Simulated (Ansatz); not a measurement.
## Run report: MgO, molecular dynamics (part 2 of 2)

MgO (F-43m, 16 atoms in the cell); DFT, PBEsol, plane waves, PAW, no spin polarisation (Ansatz 0.2.0); cutoff 420 eV, 4×4×4 k-mesh, Fermi–Dirac smearing of 0.069 eV. The structure was built on a prototype by a generator. The geometry comes from this level: r2SCAN. It belongs to a series of runs on one base structure; here: NVT, Langevin thermostat at 800 K.

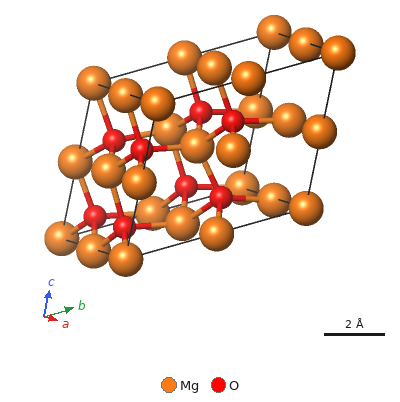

Fig. 1: The geometry at step 15 of the log (ball-and-stick view of the cell of the calculation, seen slightly off an axis).

**File md.tsv**
```
# step	time_fs	lagrangian_ev	e_kin_ev	conserved_ev	temperature_k	n_scf	instantaneous_pressure_gpa	pulay_correction_pressure_gpa	volume_ang3	basis_selection	selection_volumetric_strain	selection_max_deviatoric_strain	pulay_correction_read	pulay_correction_kernel_widenings	a_ang	b_ang	c_ang	alpha_deg	beta_deg	gamma_deg	quantum_kinetic_energy_ev	gyration_radius_ang	target_temperature_k	e_deformation_potential
0	0.000000	-1.9804546975e4	1.5511199872e0	nan	750.0000	7	nan	nan	nan	nan	nan	nan	nan	nan	nan	nan	nan	nan	nan	nan	nan	nan	nan	0.0000000000e0
1	1.500000	-1.9804521694e4	1.4390729914e0	nan	695.8229	6	nan	nan	nan	nan	nan	nan	nan	nan	nan	nan	nan	nan	nan	nan	nan	nan	nan	0.0000000000e0
2	3.000000	-1.9804450715e4	1.3259638841e0	nan	641.1322	6	nan	nan	nan	nan	nan	nan	nan	nan	nan	nan	nan	nan	nan	nan	nan	nan	nan	0.0000000000e0
3	4.500000	-1.9804342618e4	1.1969731956e0	nan	578.7624	6	nan	nan	nan	nan	nan	nan	nan	nan	nan	nan	nan	nan	nan	nan	nan	nan	nan	0.0000000000e0
4	6.000000	-1.9804204851e4	1.1124803749e0	nan	537.9083	6	nan	nan	nan	nan	nan	nan	nan	nan	nan	nan	nan	nan	nan	nan	nan	nan	nan	0.0000000000e0
5	7.500000	-1.9804054056e4	8.6111963495e-1	nan	416.3699	5	nan	nan	nan	nan	nan	nan	nan	nan	nan	nan	nan	nan	nan	nan	nan	nan	nan	0.0000000000e0
6	9.000000	-1.9803906333e4	7.7138734698e-1	nan	372.9824	5	nan	nan	nan	nan	nan	nan	nan	nan	nan	nan	nan	nan	nan	nan	nan	nan	nan	0.0000000000e0
7	10.500000	-1.9803769044e4	6.1870626496e-1	nan	299.1578	5	nan	nan	nan	nan	nan	nan	nan	nan	nan	nan	nan	nan	nan	nan	nan	nan	nan	0.0000000000e0
8	12.000000	-1.9803650782e4	4.7072708535e-1	nan	227.6067	5	nan	nan	nan	nan	nan	nan	nan	nan	nan	nan	nan	nan	nan	nan	nan	nan	nan	0.0000000000e0
9	13.500000	-1.9803565765e4	4.1135721921e-1	nan	198.9001	5	nan	nan	nan	nan	nan	nan	nan	nan	nan	nan	nan	nan	nan	nan	nan	nan	nan	0.0000000000e0
10	15.000000	-1.9803515500e4	3.7114786419e-1	nan	179.4580	6	nan	nan	nan	nan	nan	nan	nan	nan	nan	nan	nan	nan	nan	nan	nan	nan	nan	0.0000000000e0
11	16.500000	-1.9803494817e4	3.4684177002e-1	nan	167.7055	5	nan	nan	nan	nan	nan	nan	nan	nan	nan	nan	nan	nan	nan	nan	nan	nan	nan	0.0000000000e0
12	18.000000	-1.9803510531e4	3.5339777684e-1	nan	170.8755	5	nan	nan	nan	nan	nan	nan	nan	nan	nan	nan	nan	nan	nan	nan	nan	nan	nan	0.0000000000e0
13	19.500000	-1.9803558562e4	4.7576685398e-1	nan	230.0435	5	nan	nan	nan	nan	nan	nan	nan	nan	nan	nan	nan	nan	nan	nan	nan	nan	nan	0.0000000000e0
14	21.000000	-1.9803627268e4	5.3819731935e-1	nan	260.2300	5	nan	nan	nan	nan	nan	nan	nan	nan	nan	nan	nan	nan	nan	nan	nan	nan	nan	0.0000000000e0
15	22.500000	-1.9803710947e4	7.2584163421e-1	nan	350.9601	5	nan	nan	nan	nan	nan	nan	nan	nan	nan	nan	nan	nan	nan	nan	nan	nan	nan	0.0000000000e0
16	24.000000	-1.9803805981e4	8.8698066377e-1	nan	428.8743	5	nan	nan	nan	nan	nan	nan	nan	nan	nan	nan	nan	nan	nan	nan	nan	nan	nan	0.0000000000e0
17	25.500000	-1.9803897805e4	1.0228229714e0	nan	494.5570	5	nan	nan	nan	nan	nan	nan	nan	nan	nan	nan	nan	nan	nan	nan	nan	nan	nan	0.0000000000e0
18	27.000000	-1.9803971698e4	1.0870049645e0	nan	525.5904	5	nan	nan	nan	nan	nan	nan	nan	nan	nan	nan	nan	nan	nan	nan	nan	nan	nan	0.0000000000e0
19	28.500000	-1.9804023813e4	1.1109974072e0	nan	537.1912	5	nan	nan	nan	nan	nan	nan	nan	nan	nan	nan	nan	nan	nan	nan	nan	nan	nan	0.0000000000e0
20	30.000000	-1.9804057305e4	1.2153653230e0	nan	587.6554	6	nan	nan	nan	nan	nan	nan	nan	nan	nan	nan	nan	nan	nan	nan	nan	nan	nan	0.0000000000e0
21	31.500000	-1.9804075366e4	1.2852756553e0	nan	621.4585	5	nan	nan	nan	nan	nan	nan	nan	nan	nan	nan	nan	nan	nan	nan	nan	nan	nan	0.0000000000e0
22	33.000000	-1.9804071468e4	1.2529701519e0	nan	605.8381	5	nan	nan	nan	nan	nan	nan	nan	nan	nan	nan	nan	nan	nan	nan	nan	nan	nan	0.0000000000e0
23	34.500000	-1.9804046239e4	1.2601661397e0	nan	609.3175	5	nan	nan	nan	nan	nan	nan	nan	nan	nan	nan	nan	nan	nan	nan	nan	nan	nan	0.0000000000e0
24	36.000000	-1.9803998975e4	1.2636565568e0	nan	611.0052	5	nan	nan	nan	nan	nan	nan	nan	nan	nan	nan	nan	nan	nan	nan	nan	nan	nan	0.0000000000e0
25	37.500000	-1.9803924671e4	1.1485831517e0	nan	555.3647	5	nan	nan	nan	nan	nan	nan	nan	nan	nan	nan	nan	nan	nan	nan	nan	nan	nan	0.0000000000e0
26	39.000000	-1.9803827220e4	9.9263955342e-1	nan	479.9627	5	nan	nan	nan	nan	nan	nan	nan	nan	nan	nan	nan	nan	nan	nan	nan	nan	nan	0.0000000000e0
27	40.500000	-1.9803712426e4	8.7382773116e-1	nan	422.5146	5	nan	nan	nan	nan	nan	nan	nan	nan	nan	nan	nan	nan	nan	nan	nan	nan	nan	0.0000000000e0
28	42.000000	-1.9803593980e4	7.4142722732e-1	nan	358.4961	5	nan	nan	nan	nan	nan	nan	nan	nan	nan	nan	nan	nan	nan	nan	nan	nan	nan	0.0000000000e0
29	43.500000	-1.9803486132e4	6.1769520133e-1	nan	298.6690	5	nan	nan	nan	nan	nan	nan	nan	nan	nan	nan	nan	nan	nan	nan	nan	nan	nan	0.0000000000e0
30	45.000000	-1.9803398807e4	5.5504428393e-1	nan	268.3759	6	nan	nan	nan	nan	nan	nan	nan	nan	nan	nan	nan	nan	nan	nan	nan	nan	nan	0.0000000000e0
```

**Trajectory as extended XYZ (Å, eV, eV/Å), 7 of the 31 frames kept, from step=0 to step=30**
```
16
Lattice="0.0000 4.5640 4.5640 4.5640 0.0000 4.5640 4.5640 4.5640 0.0000" Properties=species:S:1:pos:R:3:forces:R:3 step=0 time_fs=0.0 energy=-19804.54698 temperature=750.0
Mg    0.0000    0.0000    0.0000    0.0000   0.0000   0.0000
O     1.1410    1.1410    1.1410    0.0000   0.0000   0.0000
Mg    2.2820    2.2820    0.0000    0.0000   0.0000   0.0000
O     3.4230    3.4230    1.1410    0.0000   0.0000   0.0000
Mg    2.2820    0.0000    2.2820    0.0000   0.0000   0.0000
O     3.4230    1.1410    3.4230    0.0000   0.0000   0.0000
Mg    4.5640    2.2820    2.2820    0.0000   0.0000   0.0000
O     5.7050    3.4230    3.4230    0.0000   0.0000   0.0000
Mg    0.0000    2.2820    2.2820    0.0000   0.0000   0.0000
O     1.1410    3.4230    3.4230    0.0000   0.0000   0.0000
Mg    2.2820    4.5640    2.2820    0.0000   0.0000   0.0000
O     3.4230    5.7050    3.4230    0.0000   0.0000   0.0000
Mg    2.2820    2.2820    4.5640    0.0000   0.0000   0.0000
O     3.4230    3.4230    5.7050    0.0000   0.0000   0.0000
Mg    4.5640    4.5640    4.5640    0.0000   0.0000   0.0000
O     5.7050    5.7050    5.7050    0.0000   0.0000   0.0000
16
Lattice="0.0000 4.5640 4.5640 4.5640 0.0000 4.5640 4.5640 4.5640 0.0000" Properties=species:S:1:pos:R:3:forces:R:3 step=5 time_fs=7.5 energy=-19804.05406 temperature=416.4
Mg    0.0137   -0.0032   -0.0380   -0.5143  -0.0785   0.8810
O     1.0977    1.1609    1.1711    0.6456  -0.7707  -0.4739
Mg    2.2348    2.2614   -0.0489    0.3870   0.3820   1.3058
O     3.3933    3.4316    1.2111    0.5870  -0.4092  -0.7634
Mg    2.2847   -0.0431    2.2936    0.3241   0.8936  -0.0604
O     3.4623    1.0828    3.4251   -0.4215   1.0868  -0.1950
Mg    4.6760    2.3163    2.2700   -1.4423  -0.4662   0.0945
O     5.7060    3.4590    3.4628    0.0428  -0.2213  -0.4836
Mg   -0.0104    2.2359    2.2796    0.0904   0.6638   0.1944
O     1.0685    3.4465    3.4009    1.0434  -0.4668   0.2077
Mg    2.3219    4.5955    2.2979   -1.0956  -0.7554  -0.5389
O     3.3639    5.7204    3.3930    0.5518   0.0674   0.6025
Mg    2.2678    2.3103    4.5877    0.4953  -0.2025  -0.6472
O     3.4935    3.4482    5.7500   -0.8946  -0.2748  -0.6668
Mg    4.5492    4.5723    4.5301   -0.0613   0.2855   0.5554
O     5.7032    5.6957    5.6837    0.2621   0.2662  -0.0120
16
Lattice="0.0000 4.5640 4.5640 4.5640 0.0000 4.5640 4.5640 4.5640 0.0000" Properties=species:S:1:pos:R:3:forces:R:3 step=10 time_fs=15.0 energy=-19803.51550 temperature=179.5
Mg    0.0201   -0.0205   -0.0364   -0.9383   0.1217   0.8235
O     1.0692    1.1484    1.1676    0.8851  -0.8165  -0.4305
Mg    2.2134    2.2468   -0.0759    0.1555   0.7620   2.0110
O     3.3790    3.4292    1.2548    0.7982  -0.4776  -1.1444
Mg    2.3022   -0.0596    2.3128    0.3953   1.3554  -0.2915
O     3.4907    1.0929    3.3866   -0.3762   1.0019   0.2658
Mg    4.7557    2.3237    2.2618   -2.4687  -0.3900   0.1010
O     5.6854    3.4933    3.4591    0.4801  -0.4477  -0.3331
Mg   -0.0337    2.2129    2.2954    0.4188   0.7152  -0.0729
O     1.0381    3.4387    3.3760    1.3293  -0.4444   0.4990
Mg    2.3191    4.6198    2.3046   -1.4102  -1.3242  -0.8836
O     3.3296    5.7251    3.3970    0.7652   0.1313   0.6635
Mg    2.2553    2.3270    4.5892    0.8688  -0.2411  -0.9417
O     3.5483    3.4715    5.7735   -1.5259  -0.5115  -0.8589
Mg    4.5262    4.5819    4.5139    0.0740   0.3697   0.7824
O     5.6994    5.7038    5.6700    0.5490   0.1958  -0.1897
16
Lattice="0.0000 4.5640 4.5640 4.5640 0.0000 4.5640 4.5640 4.5640 0.0000" Properties=species:S:1:pos:R:3:forces:R:3 step=15 time_fs=22.5 energy=-19803.71095 temperature=351.0
Mg    0.0092   -0.0368    0.0029   -0.9528   0.1107   0.0720
O     1.0947    1.1109    1.1313    0.4987  -0.2638   0.1779
Mg    2.2182    2.2474   -0.0552    0.0320   0.8143   1.4778
O     3.3728    3.4148    1.2721    0.6172  -0.2811  -1.2924
Mg    2.3005   -0.0297    2.3100    0.5533   1.0906  -0.1853
O     3.5272    1.1371    3.3635   -0.5342   0.4478   0.5658
Mg    4.7545    2.3175    2.2448   -2.2992  -0.1786   0.3554
O     5.6761    3.4991    3.4319    0.5988  -0.2894   0.1047
Mg   -0.0486    2.2003    2.3025    0.5790   0.5420  -0.5238
O     1.0372    3.4219    3.3580    0.9598  -0.2267   0.7528
Mg    2.2673    4.6192    2.2902   -0.8408  -1.2270  -0.5646
O     3.3352    5.7014    3.4026    0.3112   0.2755   0.4401
Mg    2.2525    2.3483    4.5658    1.0780  -0.2570  -0.8174
O     3.5481    3.4805    5.7740   -1.4599  -0.5687  -0.7531
Mg    4.5062    4.6114    4.5218    0.4519  -0.1408   0.5976
O     5.7180    5.7192    5.6605    0.4069   0.1521  -0.4076
16
Lattice="0.0000 4.5640 4.5640 4.5640 0.0000 4.5640 4.5640 4.5640 0.0000" Properties=species:S:1:pos:R:3:forces:R:3 step=20 time_fs=30.0 energy=-19804.05730 temperature=587.7
Mg   -0.0150   -0.0423    0.0584   -0.4617   0.0598  -0.7526
O     1.1477    1.0718    1.1104   -0.0507   0.3495   0.4663
Mg    2.2273    2.2628    0.0003    0.0612   0.6405   0.1583
O     3.3887    3.4148    1.2341   -0.0993  -0.0645  -0.8480
Mg    2.3029    0.0290    2.3038    0.7408   0.2905   0.1081
O     3.5550    1.1917    3.3964   -0.8040  -0.1168   0.4286
Mg    4.6856    2.3091    2.2253   -1.1986   0.3820   0.8440
O     5.6875    3.5145    3.3968    0.3421  -0.3250   0.5121
Mg   -0.0638    2.1774    2.2891    0.5964   0.7460  -0.5942
O     1.0737    3.4072    3.3566   -0.0585  -0.1243   0.5674
Mg    2.1759    4.5963    2.2646    0.3583  -0.5892  -0.0902
O     3.3647    5.6787    3.4005   -0.6109   0.3131   0.1861
Mg    2.2506    2.3709    4.5212    1.2193  -0.2988  -0.1503
O     3.5096    3.4724    5.7609   -0.8581  -0.3228  -0.5788
Mg    4.4987    4.6500    4.5381    0.6982  -0.7752   0.3946
O     5.7277    5.7683    5.6637    0.1255  -0.1647  -0.6513
16
Lattice="0.0000 4.5640 4.5640 4.5640 0.0000 4.5640 4.5640 4.5640 0.0000" Properties=species:S:1:pos:R:3:forces:R:3 step=25 time_fs=37.5 energy=-19803.92467 temperature=555.4
Mg   -0.0554   -0.0271    0.1016    0.5902   0.2884  -1.2114
O     1.2181    1.0435    1.1116   -0.8896   1.0863   0.1017
Mg    2.2506    2.3122    0.0447   -0.1734  -0.1019  -1.0609
O     3.4003    3.4229    1.1579   -0.7027  -0.0936   0.2675
Mg    2.3045    0.0915    2.3163    0.9835  -0.7151   0.2575
O     3.5513    1.2316    3.4528   -0.7064  -0.4602  -0.0503
Mg    4.6100    2.3011    2.2208   -0.0377   0.6992   0.7365
O     5.6894    3.5381    3.3628    0.1569  -0.5257   0.8359
Mg   -0.0707    2.1651    2.2575    0.3658   0.8430  -0.3440
O     1.0961    3.4138    3.3732   -0.9633  -0.3161   0.1777
Mg    2.0810    4.5581    2.2385    1.4458   0.3029   0.0947
O     3.3788    5.6667    3.3869   -0.9071   0.2568   0.1138
Mg    2.2736    2.3813    4.4713    0.7423  -0.2096   0.6195
O     3.4385    3.4564    5.7142    0.0358  -0.0358  -0.0015
Mg    4.5022    4.6408    4.5469    0.5099  -0.5376   0.0571
O     5.7476    5.8130    5.6566   -0.4499  -0.4810  -0.5938
16
Lattice="0.0000 4.5640 4.5640 4.5640 0.0000 4.5640 4.5640 4.5640 0.0000" Properties=species:S:1:pos:R:3:forces:R:3 step=30 time_fs=45.0 energy=-19803.39881 temperature=268.4
Mg   -0.0840   -0.0326    0.1204    1.6258   1.0857  -1.5483
O     1.2608    1.0221    1.1342   -1.4054   1.7448  -0.5719
Mg    2.2918    2.3536    0.0519   -0.8936  -1.1822  -1.7564
O     3.3987    3.4362    1.0854   -0.8649  -0.3786   1.6305
Mg    2.3135    0.1259    2.3381    1.1106  -1.2799   0.3475
O     3.5235    1.2612    3.5016   -0.2207  -0.7441  -0.5904
Mg    4.5574    2.3121    2.2335    0.7448   0.6191   0.4221
O     5.7043    3.5515    3.3587   -0.0268  -0.7229   0.8687
Mg   -0.0802    2.1783    2.2175    0.2816   0.5578  -0.0268
O     1.1114    3.4163    3.4134   -1.6478  -0.0222  -0.6385
Mg    2.0266    4.5296    2.2030    1.9259   0.6617   0.4635
O     3.3720    5.6684    3.3538   -0.6319   0.0557   0.3209
Mg    2.2832    2.4100    4.4381    0.4011  -0.5647   1.3194
O     3.3934    3.4358    5.6659    0.6873   0.4650   0.5817
Mg    4.5271    4.6290    4.5588   -0.0225  -0.1440  -0.4767
O     5.7654    5.8091    5.6389   -1.0637  -0.1512  -0.3454
```

This output came from the following input.

**Input file**
```yaml
crystal:
  lattice:
    - [0.0, 4.5640113248, 4.5640113248]
    - [4.5640113248, 0.0, 4.5640113248]
    - [4.5640113248, 4.5640113248, 0.0]
  atoms:
    - { symbol: Mg, position: [0.0, 0.0, 0.0] }
    - { symbol: O, position: [0.125, 0.125, 0.125] }
    - { symbol: Mg, position: [0.0, 0.0, 0.5] }
    - { symbol: O, position: [0.125, 0.125, 0.625] }
    - { symbol: Mg, position: [0.0, 0.5, 0.0] }
    - { symbol: O, position: [0.125, 0.625, 0.125] }
    - { symbol: Mg, position: [0.0, 0.5, 0.5] }
    - { symbol: O, position: [0.125, 0.625, 0.625] }
    - { symbol: Mg, position: [0.5, 0.0, 0.0] }
    - { symbol: O, position: [0.625, 0.125, 0.125] }
    - { symbol: Mg, position: [0.5, 0.0, 0.5] }
    - { symbol: O, position: [0.625, 0.125, 0.625] }
    - { symbol: Mg, position: [0.5, 0.5, 0.0] }
    - { symbol: O, position: [0.625, 0.625, 0.125] }
    - { symbol: Mg, position: [0.5, 0.5, 0.5] }
    - { symbol: O, position: [0.625, 0.625, 0.625] }
kpoints:
  mp_grid: { grid: [4, 4, 4] }
hamiltonian:
  xc: pbesol
scf:
  occupations: { method: fermi_dirac, width: 0.069 }
md:
  ensemble: nvt_langevin
  temperature: 800
  timestep: 1.5
  n_steps: 30
  initial_velocities: maxwell_boltzmann
  seed: 9880
```

Command:
```bash
ansatz run input.yaml --threads 4 --pin off --max-ram 3686MiB --backend cpu --events-out ev --progress --plain --runs-dir out
```

**Key numbers**

| quantity | value |
| --- | --- |
| outcome | finished |
| mean temperature over the second half | 485 K |
| trajectory | 30 steps, 45 fs |
| ensemble | nvt_langevin |
| temperature in the input | 800 K |
| time step | 1.5 fs |
| space group of the start (tolerance 0.01 Å) | F-43m (216) |
| electrons treated | 128 |
| potential energy (free energy of the electrons) (last step) | −19803.3988 eV |
| Fermi energy (last step) | 6.507 eV |
| largest force (length of the vector) (last step) | 2.494 eV/Å |
| hardware | 4 threads of an Arm (aarch64) CPU, shared host |
| wall time | 6.7 min (CPU time 27 min) |
| peak memory | 1.1 GiB |

So short a trajectory is not equilibrated. The logged temperature at the start can lie below the typed one, since it is counted over all degrees of freedom. The temperature stays far from the 800 K of the thermostat over the second half: the run isn't equilibrated.
